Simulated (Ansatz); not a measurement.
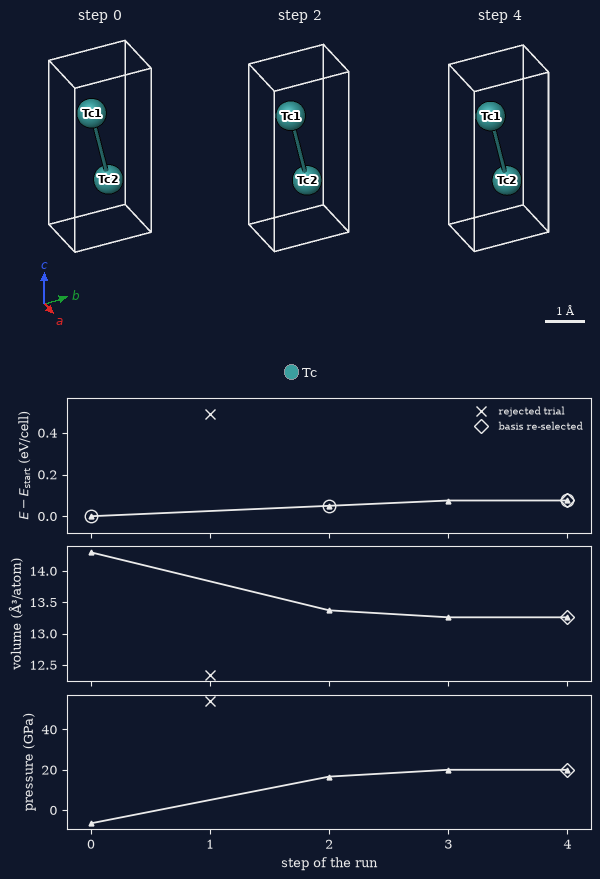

Frames of a relaxation of solid Tc (set up in P6_3/mmc), marked on the history of the run. A ball-and-stick model of the cell of the calculation, seen slightly off an axis.

The run lets cell and atoms move.

All numbers below come from Ansatz 0.2.0, Kohn-Sham DFT of a periodic cell, PBEsol, Ansatz PAW.

The input:
```yaml
crystal:
  lattice:
    - [2.74, 0.0, 0.0]
    - [-1.37, 2.3729096064, 0.0]
    - [0.0, 0.0, 4.398]
  atoms:
    - { symbol: Tc, position: [0.6666666667, 0.3333333333, 0.75] }
    - { symbol: Tc, position: [0.3333333333, 0.6666666667, 0.25] }
hamiltonian:
  xc: pbesol
  pseudopotentials: { kind: paw }
kpoints:
  mp_grid: { grid: [11, 11, 6] }
scf:
  occupations: { method: fermi_dirac, width: 0.05 }
output:
  forces: true
  stress: true
  eigenvalues: true
relax:
  f_tol: 0.01
  max_steps: 40
  cell: { stress_tol: 0.05, p_target: 20.0 }
```

Run as
```bash
ansatz run input.yaml --threads 2 --pin off --max-ram 5632MiB --backend cpu --events-out ev --progress --plain --runs-dir out
```

**Describe the path.**

Over 2 accepted moves (4 points after the start) the energy rises by 75.5 meV per cell of the calculation. With the target pressure of 20 GPa, the enthalpy E + pV changes by −0.183 eV per cell of the calculation. All forces vanish by symmetry, so only the cell relaxes. The pressure goes from −6.56 to 19.99 GPa. The line search rejected the trial step at point 1 of the run. At 1 point the geometry stayed and the basis and grid were re-selected for the new cell (energy shift of 0.1 meV per cell of the calculation at most each time). No atom moves by more than 0.005 Å relative to the cell. Cell: a = b 2.740 → 2.672 Å (−2.5 %), c 4.398 → 4.288 Å (−2.5 %). Volume −7.3 %. Some distances before and after: Tc1–Tc1 2.740 → 2.672 Å, Tc1–Tc2 2.709 → 2.641 Å. The space group stays P6_3/mmc (No. 194). From step 0 to 2: volume −6.5 %, energy +50.0 meV per cell of the calculation. From step 2 to 4: volume −0.8 %, energy +25.5 meV per cell of the calculation.

```json
{"step": "0", "E − E(0), meV/atom": "0.00", "pressure, GPa": "-6.56", "volume, Å³/atom": "14.297", "note": ""}
{"step": "1", "E − E(0), meV/atom": "245.00", "pressure, GPa": "54.25", "volume, Å³/atom": "12.341", "note": "rejected"}
{"step": "2", "E − E(0), meV/atom": "25.00", "pressure, GPa": "16.62", "volume, Å³/atom": "13.372", "note": ""}
{"step": "3", "E − E(0), meV/atom": "37.72", "pressure, GPa": "20.01", "volume, Å³/atom": "13.260", "note": ""}
{"step": "4", "E − E(0), meV/atom": "37.77", "pressure, GPa": "19.99", "volume, Å³/atom": "13.260", "note": "same geometry, new basis"}
```
